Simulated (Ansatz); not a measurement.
# Single-point calculation, with input and output: AlGa$_{3}$N$_{4}$

AlGa$_{3}$N$_{4}$ (8 atoms in the cell), computed with DFT r2SCAN, scalar-relativistic, plane waves, PAW, no spin polarisation (Ansatz 0.2.0).

The structure derives from a Materials Project entry. It belongs to a series of runs on one base structure; here: all atoms moved at random (sigma 0.22 A a component), cell strained at random (sigma 0.03). Figures and captions count atoms from 1; the log counts them from 0 in places.

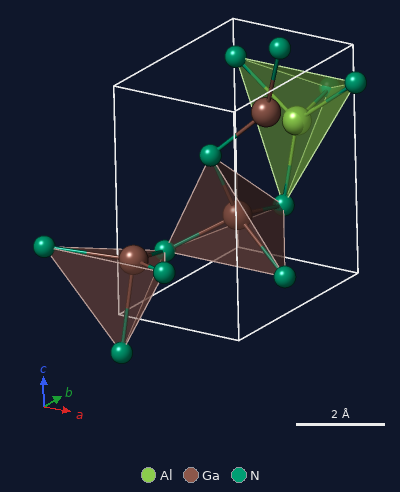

*The input geometry (polyhedral view of the cell of the calculation, set on other vectors, seen at an oblique angle; polyhedra are completed across the faces of the cell). An atom can appear more than once, as a periodic image.*

### Input
```yaml
crystal:
  lattice:
    - [5.3537220485, 0.0575228595, 0.1101572945]
    - [0.0354099318, 3.2369686835, -0.010323163]
    - [0.1135365716, -0.0179144178, 5.6344101584]
  atoms:
    - { symbol: Al, position: [0.0566055876, 0.5728567452, 0.6350882928] }
    - { symbol: Ga, position: [0.4690234866, 0.4748530911, 0.3330441295] }
    - { symbol: Ga, position: [0.5459664247, -0.188411361, 0.8435767504] }
    - { symbol: Ga, position: [0.9904725433, 0.1225592491, 0.2506922181] }
    - { symbol: "N", position: [0.0868350658, 0.4753202701, 0.2629817211] }
    - { symbol: "N", position: [0.0939982867, 0.1112649512, 0.8735329272] }
    - { symbol: "N", position: [0.6150495047, 0.0085173436, 0.1658240843] }
    - { symbol: "N", position: [0.6296491105, 0.4230397107, 0.6352608765] }
basis:
  ecutwfc: 500
kpoints:
  mp_grid: { grid: [6, 8, 4] }
hamiltonian:
  xc: r2scan
scf:
  occupations: { method: gaussian, width: 0.05 }
output:
  forces: true
  stress: true
  eigenvalues: true
  write_density: true
  write_potential: true
  elf: true
  volumetric_format: npy
```

Command:
```bash
ansatz run input.yaml --threads 2 --pin off --max-ram 5120MiB --backend cpu --events-out ev --progress --plain --runs-dir out
```

### The program's output
```
Engine: ansatz 0.2.0, x86_64-unknown-linux-gnu
Pseudopotentials: kind: paw
Pseudopotential: Al, paw, valence charge 3, recommended cutoff 500 eV (meta_gga), Al.paw.azcp
Pseudopotential: Ga, paw, valence charge 13, recommended cutoff 500 eV (meta_gga), Ga.paw.azcp
Pseudopotential: N, paw, valence charge 5, recommended cutoff 500 eV (meta_gga), N.paw.azcp
Functional definition: r2SCAN
  parameter k0 = 0.174
  parameter k1 = 0.065
  parameter a1 = 4.9479
  exchange = r2scan_x(k0 = k0, k1 = k1, a1 = a1)
  correlation = r2scan_c
Crystal: 8 atoms, lattice volume = 97.590 Å³
Basis set: ecut = 500 eV, 2479 PW (Γ), exchange–correlation on 160×96×180 points (64 copies of the dense FFT grid, shifted against one another)
Bands: 39, of which v1, the nominal top of the filled ones, is band 31 counted from 1 (30 counted from 0)
Symmetry: 1 space group operations
Space group: P1 (ITA 1), of the structure as read, at distance tolerance 4.6e-5 Å
k-points: 100 of 192 (time reversal used)
Non-local potential: Al, projectors of the file, l = 0: 2, l = 1: 2, l = 2: 1
Non-local potential: Ga, projectors of the file, l = 0: 2, l = 1: 2, l = 2: 3, l = 3: 1
Non-local potential: N, projectors of the file, l = 0: 2, l = 1: 2, l = 2: 1
PAW form: soft (Blöchl's): semilocal exchange-correlation on the pseudo side does not see the compensation charge
PAW frozen core: Al, regenerated for the run's functional (the file was generated under x = pbe(κ = 0.804, μ = 0.2195149727645171), c = pbe(β = 0.06672455060314922))
PAW frozen core: Ga, regenerated for the run's functional (the file was generated under x = pbe(κ = 0.804, μ = 0.2195149727645171), c = pbe(β = 0.06672455060314922))
PAW frozen core: N, regenerated for the run's functional (the file was generated under x = pbe(κ = 0.804, μ = 0.2195149727645171), c = pbe(β = 0.06672455060314922))
PAW one-centre angular grid: Al, 302 points (default); XC on 160 Gauss nodes
PAW one-centre angular grid: Ga, 590 points (default); XC on 160 Gauss nodes
PAW one-centre angular grid: N, 302 points (default); XC on 160 Gauss nodes
Initial density: superposition of atomic densities (neutral atoms: chi_scale 0, normalization atom), corrected by the library's trained network
Initial wavefunctions: pseudopotential atomic-orbital guess
Functional: x = r2scan, c = r2scan; τ floored in thin density (d = 2e-4 eV/Å³)
SCF iter   1: F=—  HF=-13440.409832 eV  |F-HF|=—  |Δ(HF+E_count)|=         —  Δρ=1.45e-2  dr2=1.44e-1  dr2_τ=5.00e-1  ethr=1.77e-3  ⟨swp⟩=6.2  Hψ=17813  notcnv=0  defer=6
preconditioner: auto → Resta (q_TF=auto, 2.530 Å⁻¹)  ε∞=4.4  [insulator: Δε(μ)=0.565 eV  Ē_g=16.080 eV  σ=0.050 eV  W_gap=1.00  n_scr=30 (ndim 8)  ℏωp=29.6 eV  f_vac=0.001  D(μ)=0.00/eV (n_scr^D=0)  ε∞_Penn≈4.4]
SCF iter   2: F=—  HF=-13440.513040 eV  |F-HF|=—  |Δ(HF+E_count)|=   1.03e-1  Δρ=7.31e-3  dr2=2.99e-2  dr2_τ=2.50e-3  ethr=2.31e-4  ⟨swp⟩=2.0  Hψ=8353  notcnv=0  defer=248
SCF iter   3: F=—  HF=-13440.512136 eV  |F-HF|=—  |Δ(HF+E_count)|=   9.05e-4  Δρ=3.72e-3  dr2=8.37e-3  dr2_τ=6.16e-4  ethr=4.82e-5  ⟨swp⟩=2.7  Hψ=6732  notcnv=0  defer=248
SCF iter   4: F=—  HF=-13440.511984 eV  |F-HF|=—  |Δ(HF+E_count)|=   1.52e-4  Δρ=8.91e-4  dr2=7.92e-4  dr2_τ=1.52e-4  ethr=1.35e-5  ⟨swp⟩=2.4  Hψ=6226  notcnv=0  defer=248
SCF iter   5: F=—  HF=-13440.511975 eV  |F-HF|=—  |Δ(HF+E_count)|=   9.30e-6  Δρ=4.09e-4  dr2=1.61e-4  dr2_τ=1.81e-5  ethr=1.28e-6  ⟨swp⟩=2.3  Hψ=6537  notcnv=0  defer=248
SCF iter   6: F=—  HF=-13440.511983 eV  |F-HF|=—  |Δ(HF+E_count)|=   7.99e-6  Δρ=1.55e-4  dr2=1.72e-5  dr2_τ=2.01e-6  ethr=2.59e-7  ⟨swp⟩=2.0  Hψ=6699  notcnv=0  defer=248
SCF iter   7: F=—  HF=-13440.511992 eV  |F-HF|=—  |Δ(HF+E_count)|=   9.19e-6  Δρ=4.59e-5  dr2=2.54e-6  dr2_τ=2.32e-7  ethr=2.77e-8  ⟨swp⟩=2.5  Hψ=5903  notcnv=0  defer=248
SCF iter   8: F=—  HF=-13440.511992 eV  |F-HF|=—  |Δ(HF+E_count)|=   2.81e-7  Δρ=1.77e-5  dr2=3.07e-7  dr2_τ=5.21e-8  ethr=4.09e-9  ⟨swp⟩=2.1  Hψ=5326  notcnv=0  defer=248
SCF iter   9: F=-13440.511992 eV  HF=-13440.511992 eV  |F-HF|=3.61e-9  |Δ(HF+E_count)|=   3.47e-8  Δρ=5.58e-6  dr2=3.14e-8  dr2_τ=1.74e-9  ethr=1.61e-10  ⟨swp⟩=13.3  Hψ=26945  notcnv=0
SCF 1 converged in 9 iterations: F = -13440.511992 eV  dr2 = 3.14e-8
  greatest PAW one-centre occupation: 0.995 electrons in one spin orbital (limit 2), on the Ga atom at site 2 (counted from 0), in its partial waves of l = 2
SCF converged after 9 iterations
Free energy (F): -13440.511992 eV
Harris-Foulkes:  -13440.511992 eV  (|F-HF|=3.61e-9)
Internal energy: -13440.511992 eV  (E = F + TS)
E sigma→0 (E₀):  -13440.511992 eV
Fermi energy:    8.723302 eV
--- Per-component energies (eV) ---
  E_band       = -142.619466
  E_kinetic    = 892.318248
  E_local      = -7123.049738  (includes V_loc(G=0)·N_el)
  E_nonlocal   = 1486.169109
  E_hartree    = 3241.069542
  E_xc         = -462.160467
  E_vxc        = -547.989218  (∫ρ·V_xc dr)
  E_paw        = -7004.253073  (= ΣΔE_a)
  E_vpaw       = -1362.748418  (= ΣTr[D̂ρ^β])
  E_aug_tail   = -0.000052  (compensation charges beyond the density's cutoff)
  E_vtau       = 30.539188  (kinetic-family band-sum trace: ∫τ·v_τ [+ j·A + Jᵃ·Aᵃ] dr)
  E_ewald      = -4468.467986
  E_core_change = -2.137576  (= ΣΔE_core)
  E_smearing   = -0.000000  (= −TS)
  E_closure    = 0.000000  (closes the sum)
  Σ components = -13440.511992   (vs F -13440.511992, Δ=0.00e0)
--- Forces (eV/Å), atoms counted from 1 ---
  atom   1  Al    -1.55696156    -0.56978619     4.30664219
  atom   2  Ga     1.46775629     0.88619819    -0.93712652
  atom   3  Ga    -1.01921435     4.43404492     1.75526826
  atom   4  Ga   -24.12957220   -50.17564035    -7.93485151
  atom   5  N     23.84513593    50.30284155     8.28468066
  atom   6  N      1.02297178    -1.70196599    -4.74854425
  atom   7  N     -0.26369464    -1.65158685     0.35431645
  atom   8  N      0.63353050    -1.52418165    -1.08037361
  max |Σ_I F_I| component: 7.64e-5 eV/Å
--- Stress (GPa, compression-positive) ---
        8.366952      38.488209      -2.861730
       38.488208      79.365792       9.759107
       -2.861727       9.759103     -11.884256
  P = ⅓ Tr σ = 25.2828 GPa (252.828 kbar)
--- Band table (eV; the first three rows and the last of 100) ---
  k-point 0: bands = ["-12.9878", "-8.6874", "-8.4413", "-8.2446", "-7.6815", "-7.4200", "-7.2781", "-6.8692", "-6.4131", "-6.3863", "-6.3509", "-6.2933", "-6.2169", "-6.2010", "-6.1515", "-6.1226", "-5.0979", "-4.7882", "-4.2818", "0.9581", "1.4694", "2.3781", "4.6039", "4.8334", "6.5125", "6.7380", "6.8050", "7.4053", "7.9181", "8.0049", "8.2946", "8.9923", "11.0082", "11.9421", "12.9453", "13.7896", "15.1927", "16.0350", "17.3261"]
  k-point 1: bands = ["-12.9861", "-8.6782", "-8.4427", "-8.1579", "-7.7057", "-7.4177", "-7.2942", "-6.8321", "-6.4232", "-6.3853", "-6.3465", "-6.2930", "-6.2242", "-6.2008", "-6.1416", "-6.1283", "-5.2825", "-4.9572", "-4.1978", "1.1047", "1.9703", "2.8736", "4.1329", "4.8485", "5.7921", "6.2084", "6.7751", "7.1337", "7.6105", "8.0779", "8.3765", "10.0507", "11.6146", "12.0268", "12.9311", "14.0423", "15.2115", "15.9334", "16.8790"]
  k-point 2: bands = ["-12.9844", "-8.6708", "-8.4440", "-8.0364", "-7.7559", "-7.4140", "-7.3127", "-6.7948", "-6.4299", "-6.3871", "-6.3473", "-6.2930", "-6.2296", "-6.1951", "-6.1488", "-6.1178", "-5.5367", "-4.9650", "-4.2088", "1.2648", "2.8403", "3.3471", "4.2091", "4.3596", "4.9263", "5.1654", "6.8823", "7.2838", "7.4937", "8.1322", "8.4543", "11.0722", "11.5677", "12.0727", "13.4194", "14.0997", "15.3656", "15.7826", "16.3427"]
  k-point 99: bands = ["-12.5648", "-8.6009", "-8.5106", "-7.9199", "-7.6365", "-7.4215", "-7.2859", "-6.5260", "-6.3911", "-6.3345", "-6.2867", "-6.2473", "-6.2150", "-6.1707", "-6.0791", "-5.5968", "-4.7591", "-4.4975", "-4.2474", "0.3204", "0.8831", "2.2835", "2.8700", "4.7545", "5.3696", "5.7269", "6.1385", "6.2782", "6.6012", "7.4485", "8.0671", "10.0705", "11.3258", "11.4693", "12.8502", "13.8420", "14.6906", "15.2130", "15.3558"]
```

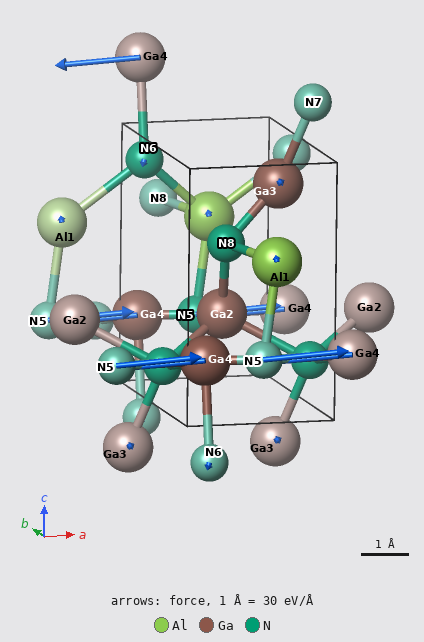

*Forces on the atoms as blue arrows (ball-and-stick view of the cell of the calculation, set on other vectors, seen slightly off an axis; neighbours outside the cell are drawn fainter; atoms are numbered from 1 in the order of the input); the smallest are left out.*

The largest act on N5 (56.28 eV/Å); Ga4 (56.24 eV/Å). The geometry is not a stationary point of this energy.

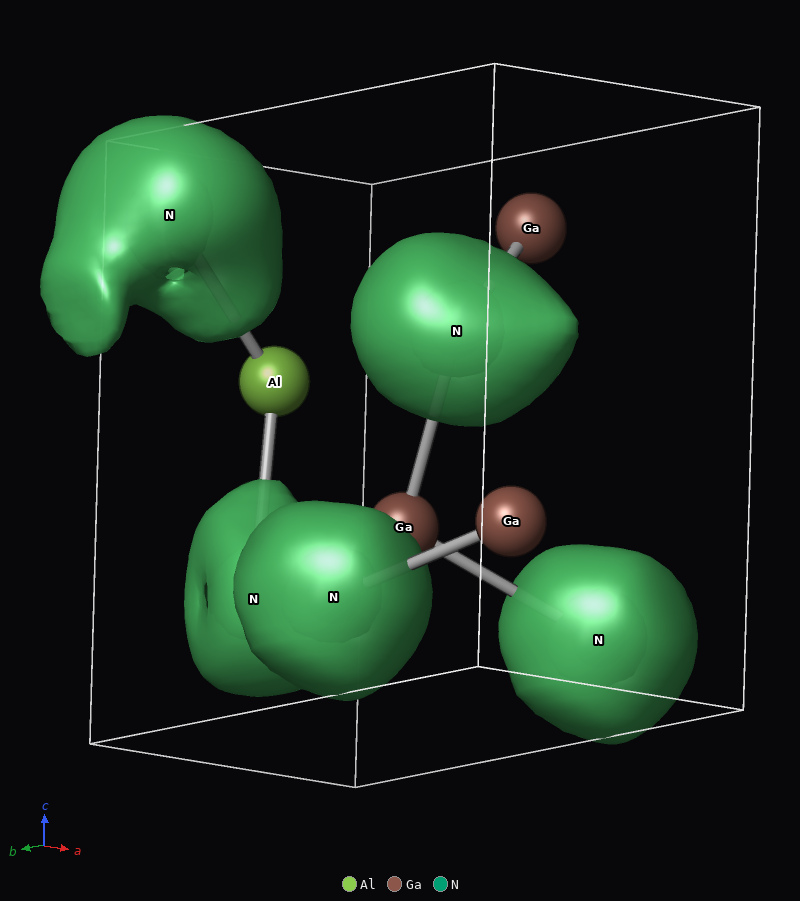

*Isosurface of the ELF at 0.7 (green), seen at an oblique angle. Only the valence region is drawn (cores and ρ < 0.01 e/Å³ removed). Sticks mark near contacts. The outline is the cell set on symmetry axes.*

Along the contacts the grid gives the following. Ga–N (1.27 Å): the ELF is about 0.60 at the midpoint. Al–N (2.03 Å): the ELF is about 0.85 at the midpoint. The fields are those of the smooth PAW valence density.

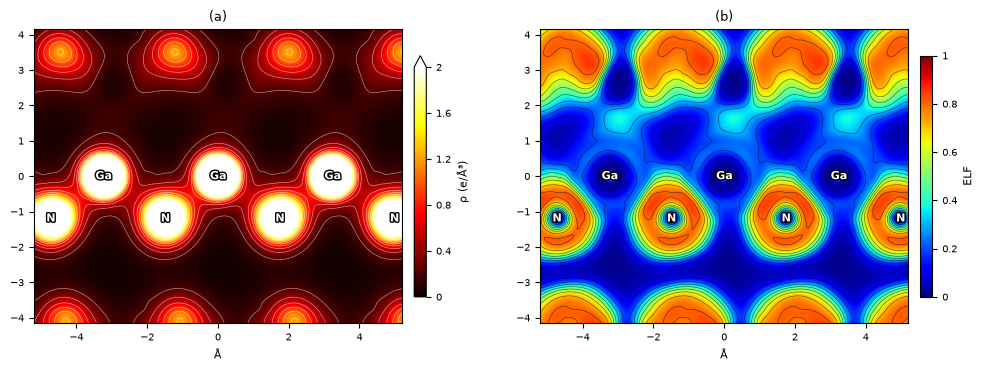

*(a) valence charge density (pseudo); (b) electron localisation function on the (011̄) plane of the conventional cell.*

Away from the nuclei the density in this plane falls to 0.03 e/Å³ at its lowest.

### Summary

| quantity | value |
| --- | --- |
| outcome | converged |
| space group (tolerance 0.01 Å) | P1 (1) |
| electrons treated | 62 |
| free energy | −13440.5120 eV |
| Fermi energy | 8.723 eV |
| gap on the k-point mesh | 0.54 eV |
| pressure | 25.28 GPa |
| largest force (length of the vector) | 56.281 eV/Å |
| hardware | 2 threads of AMD EPYC (Zen 5), 32 GiB of memory available, shared host |
| wall time | 14 s (CPU time 28 s) |
| peak memory | 0.78 GiB |
